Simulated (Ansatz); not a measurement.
Ga18HN18 (cell charge +1, with a compensating background) (cell with a defect)

Input file:

```
crystal:
  lattice:
    - [-1.0e-10, 5.5743817708, -5.2431684095]
    - [4.8275562239, -2.7871908853, -5.2431684095]
    - [-4.8275562239, -2.7871908854, -5.2431684095]
  atoms:
    - { symbol: Ga, position: [0.9447421288, 0.2790132945, 0.2783856411] }
    - { symbol: Ga, position: [0.2788607292, 0.9449023807, 0.2784088029] }
    - { symbol: Ga, position: [0.9405929697, 0.6089988157, 0.9428256459] }
    - { symbol: Ga, position: [0.6098049396, 0.6099230144, 0.2784342443] }
    - { symbol: Ga, position: [0.2788508046, 0.2790052258, 0.9442750985] }
    - { symbol: Ga, position: [0.944374387, 0.9437738634, 0.6083180214] }
    - { symbol: Ga, position: [0.6104473662, 0.9419266904, 0.9431920179] }
    - { symbol: Ga, position: [0.2789179493, 0.6099661739, 0.609335932] }
    - { symbol: Ga, position: [0.6098184295, 0.2790074709, 0.6093349859] }
    - { symbol: Ga, position: [0.8930581112, 0.8876710078, 0.2191313459] }
    - { symbol: Ga, position: [0.2224802115, 0.5552901889, 0.2220257772] }
    - { symbol: Ga, position: [0.8892352887, 0.2203340971, 0.888114371] }
    - { symbol: Ga, position: [0.5551376969, 0.2226466283, 0.222003641] }
    - { symbol: Ga, position: [0.2174272655, 0.8914476351, 0.8907224458] }
    - { symbol: Ga, position: [0.8888757243, 0.5558256593, 0.5552172817] }
    - { symbol: Ga, position: [0.5556611643, 0.5557907477, 0.8883881648] }
    - { symbol: Ga, position: [0.2224687166, 0.2226451887, 0.5546474354] }
    - { symbol: Ga, position: [0.5556800579, 0.889010771, 0.5552235898] }
    - { symbol: "N", position: [0.8174406816, 0.1554203604, 0.1548050777] }
    - { symbol: "N", position: [0.1552932554, 0.8176147945, 0.1548319128] }
    - { symbol: "N", position: [0.8187167814, 0.4842874186, 0.8182496182] }
    - { symbol: "N", position: [0.4850686122, 0.4852451659, 0.151607649] }
    - { symbol: "N", position: [0.1552734324, 0.1554447063, 0.8169514598] }
    - { symbol: "N", position: [0.818750951, 0.8188758555, 0.4836846214] }
    - { symbol: "N", position: [0.484146182, 0.8188606639, 0.8182813811] }
    - { symbol: "N", position: [0.1520800279, 0.4852552379, 0.4846217375] }
    - { symbol: "N", position: [0.4850763467, 0.1522185186, 0.4846087408] }
    - { symbol: "N", position: [0.0967829124, 0.0969452052, 0.429866388] }
    - { symbol: "N", position: [0.4305417547, 0.7632549127, 0.4300486047] }
    - { symbol: "N", position: [0.0967905285, 0.4305041831, 0.0963045743] }
    - { symbol: "N", position: [0.7631010645, 0.4306591432, 0.4300614353] }
    - { symbol: "N", position: [0.4303464953, 0.0969231626, 0.0963022414] }
    - { symbol: "N", position: [0.0967284859, 0.7644732239, 0.7590665667] }
    - { symbol: "N", position: [0.7620052723, 0.7625299827, 0.0924665336] }
    - { symbol: "N", position: [0.4305114309, 0.4306343842, 0.7626252489] }
    - { symbol: "N", position: [0.7620232775, 0.0983728802, 0.7607606528] }
    - { symbol: H, position: [0.9464634164, 0.9457884997, 0.947960379] }
  host:
    lattice:
      - [3.2183708159, 0.0, 0.0]
      - [-1.609185408, 2.7871908854, 0.0]
      - [0.0, 0.0, 5.2431684095]
    atoms:
      - { symbol: Ga, position: [0.6666666667, 0.3333333333, 0.4991348631] }
      - { symbol: Ga, position: [0.3333333333, 0.6666666667, 0.9991348631] }
      - { symbol: "N", position: [0.6666666667, 0.3333333333, 0.8758651369] }
      - { symbol: "N", position: [0.3333333333, 0.6666666667, 0.3758651369] }
total_charge: 1
basis:
  ecutwfc: 420
  xc_grid: 2
kpoints:
  mp_grid: { grid: [2, 2, 2], shift: [0.5, 0.5, 0.5] }
hamiltonian:
  xc: pbe
scf:
  occupations: { method: gaussian, width: 0.01 }
output:
  forces: true
  stress: false
  eigenvalues: true
  charged_corrections:
    defect_position: [0.93055556, 0.93055556, 0.93055556]
    epsilon: [[10.4928, 0.0, 0.0], [0.0, 10.4928, 0.0], [0.0, 0.0, 11.6882]]
  write_density: true
  write_potential: true
  elf: true
  volumetric_format: npy
relax:
  adjacent_minimum: "off"
  f_tol: 0.025
  max_steps: 45
```

Command:

```sh
ansatz run input.yaml --threads 4 --pin off --max-ram 10240MiB --backend cpu --events-out ev --progress --plain --runs-dir out
```

The fields are those of the run's last geometry, not of the input's.

All numbers below come from DFT PBE, scalar-relativistic, plane waves, PAW (Ansatz 0.2.0).

In a PAW calculation such maps are meaningful between the atoms, not at the nuclei.

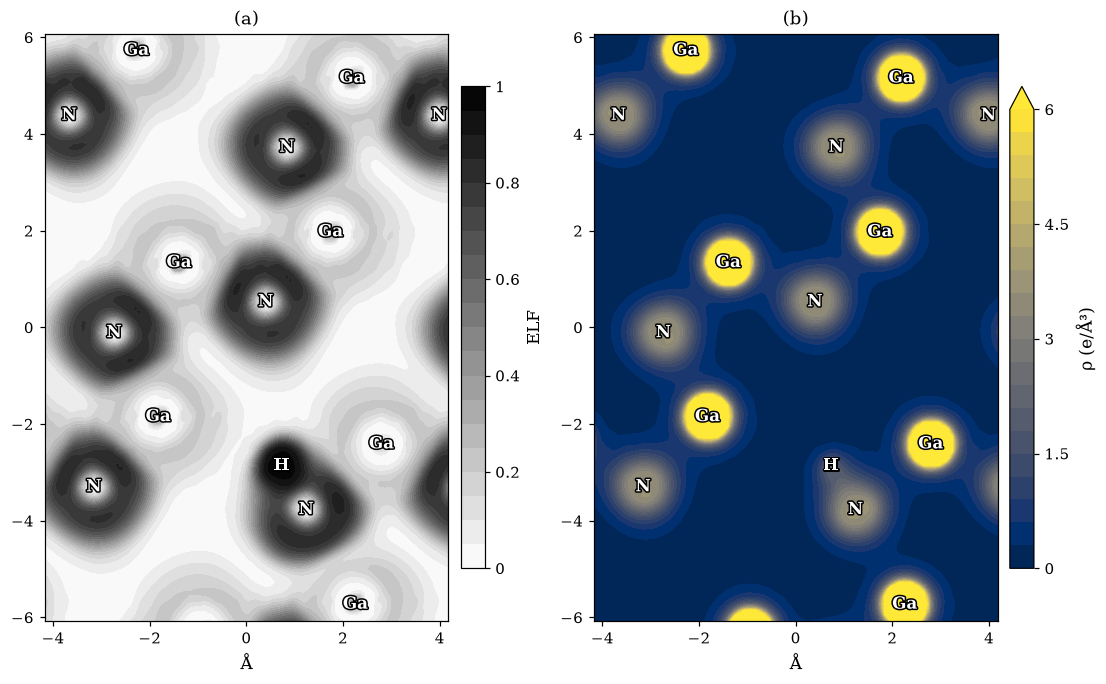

Figure 1. (a) electron localisation function; (b) valence electron density on the (11̄0) plane of the calculation cell.

Read the bonding off the picture.

The section cuts through Ga, N and H sites. N–H (1.04 Å): ρ at the midpoint is about 2.6 e/Å³; the ELF climbs to about 1 towards the hydrogen, as it does in any bond to H (an ordinary covalent bond to hydrogen). Ga–N (2.07 Å): ρ is about 0.57 e/Å³ halfway; the ELF peaks at about 0.85 in the valence shell of N, 0.7 Å from its nucleus, and is about 0.40 at the midpoint. Ga–N (2.21 Å): ρ at the midpoint is about 0.38 e/Å³; the ELF peaks at about 0.80 in the valence shell of N, 0.7 Å from its nucleus, and is about 0.25 at the midpoint: no localised pair shows between them. The density dies away to nearly zero in the voids.

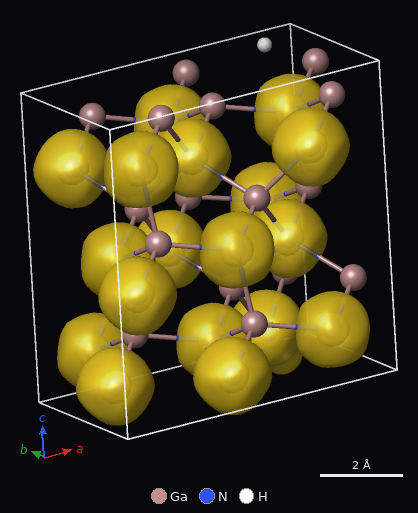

Figure 2. Isosurface of the ELF at 0.65 (yellow), seen slightly off an axis. Only the valence region is drawn (cores and ρ < 0.01 e/Å³ removed). Sticks mark near contacts.

Where are the electrons localised?

The surface consists of 17 regions wrapped around N (the valence shell of each) and one joined region spread over several atoms (H, N), in which their bonds and any lone pairs are merged, counted in one cell of 37 atoms. Any copies at cell faces, edges or corners count once. Profiles from the grid: Ga–N (1.92 Å): the ELF peaks at about 0.85 in the valence shell of N, 0.6 Å from its nucleus, and is about 0.50 at the midpoint.

Does the calculation make it a metal, or give it a gap?

It is gapped, with a Kohn–Sham gap of 3.0 eV on the k-point mesh (the band edges may lie off the mesh, which would make the gap smaller).
